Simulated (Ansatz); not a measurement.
**Ga$_{7}$As: density, localisation and related maps**

```yaml
crystal:
  lattice:
    - [8.49732, 0.00000, 0.00000]
    - [0.00000, 8.49732, 0.00000]
    - [0.00000, 0.00000, 8.49732]
  atoms:
    - { symbol: Ga, position: [0.50000, 0.00000, 0.00000] }
    - { symbol: Ga, position: [0.00000, 0.50000, 0.00000] }
    - { symbol: Ga, position: [0.00000, 0.00000, 0.50000] }
    - { symbol: Ga, position: [0.50000, 0.50000, 0.50000] }
    - { symbol: Ga, position: [0.25000, 0.25000, 0.00000] }
    - { symbol: Ga, position: [0.75000, 0.75000, 0.00000] }
    - { symbol: Ga, position: [0.75000, 0.25000, 0.50000] }
    - { symbol: Ga, position: [0.25000, 0.75000, 0.50000] }
    - { symbol: Ga, position: [0.75000, 0.00000, 0.25000] }
    - { symbol: Ga, position: [0.25000, 0.50000, 0.25000] }
    - { symbol: Ga, position: [0.25000, 0.00000, 0.75000] }
    - { symbol: Ga, position: [0.75000, 0.50000, 0.75000] }
    - { symbol: Ga, position: [0.50000, 0.25000, 0.25000] }
    - { symbol: Ga, position: [0.00000, 0.75000, 0.25000] }
    - { symbol: Ga, position: [0.00000, 0.25000, 0.75000] }
    - { symbol: Ga, position: [0.50000, 0.75000, 0.75000] }
    - { symbol: Ga, position: [0.75000, 0.25000, 0.00000] }
    - { symbol: Ga, position: [0.25000, 0.75000, 0.00000] }
    - { symbol: Ga, position: [0.25000, 0.25000, 0.50000] }
    - { symbol: Ga, position: [0.75000, 0.75000, 0.50000] }
    - { symbol: Ga, position: [0.25000, 0.00000, 0.25000] }
    - { symbol: Ga, position: [0.75000, 0.50000, 0.25000] }
    - { symbol: Ga, position: [0.75000, 0.00000, 0.75000] }
    - { symbol: Ga, position: [0.25000, 0.50000, 0.75000] }
    - { symbol: Ga, position: [0.00000, 0.25000, 0.25000] }
    - { symbol: Ga, position: [0.50000, 0.75000, 0.25000] }
    - { symbol: Ga, position: [0.50000, 0.25000, 0.75000] }
    - { symbol: Ga, position: [0.00000, 0.75000, 0.75000] }
    - { symbol: As, position: [0.00000, 0.00000, 0.00000] }
    - { symbol: As, position: [0.50000, 0.50000, 0.00000] }
    - { symbol: As, position: [0.50000, 0.00000, 0.50000] }
    - { symbol: As, position: [0.00000, 0.50000, 0.50000] }
```

Space group Fm-3m; a generated structure, not necessarily the stable one; computed pressure about −3 GPa in this cell.

Level of theory: DFT r2SCAN, scalar-relativistic, plane waves, PAW in Ansatz.

Core electrons are frozen (PAW), and the valence fields are smoothed inside the atomic spheres.

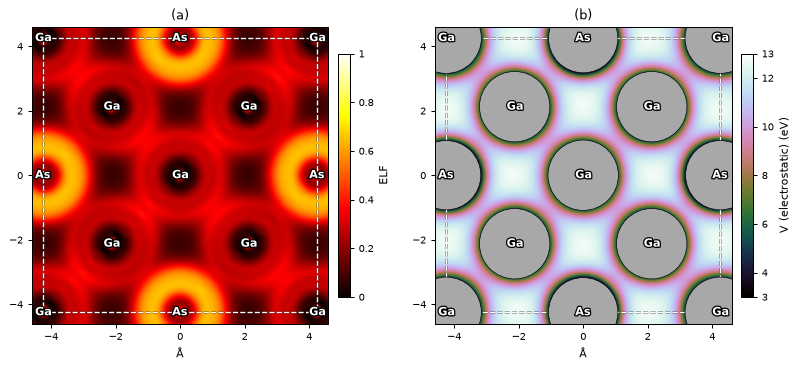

Figure 1. (a) ELF; (b) electrostatic potential (local pseudopotential plus Hartree) felt by an electron on the (001) plane of the conventional cell. Grey discs cover the atomic cores in the potential map.

Interpret the plot.

Answer. The section cuts through Ga and As sites. Ga–As (3.00 Å): the ELF is about 0.35 at the midpoint. The features right at Ga lie inside the PAW spheres, where the map follows smoothed inner orbitals and isn't to be read closely. Outside the cores the potential energy rises away from the atoms and is highest about 2.0 Å from the nearest atoms; its zero is arbitrary.

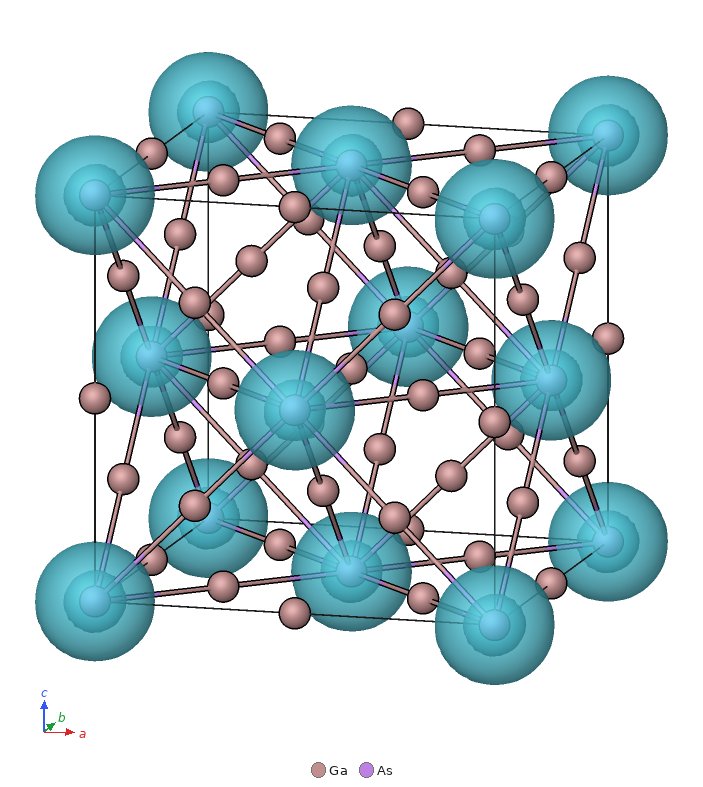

Figure 2. Isosurface of the electron localisation function at 0.55 (cyan), seen slightly off an axis. Core shells and regions of very low density are left out. Sticks mark near contacts.

Identify the bonds, lone pairs and shells in this picture.

Answer. The ELF exceeds this value in four regions wrapped around As (the valence shell of each), counted in one cell of 32 atoms. Any copies at cell faces, edges or corners count once.

Does the calculation give a band gap?

Answer. It is metallic or semimetallic at this level of theory: no gap opens.

What Bader charges does the calculation give?

Answer. Electrons move from Ga towards As. Bader charges: Ga +0.08 and As −0.58 e.
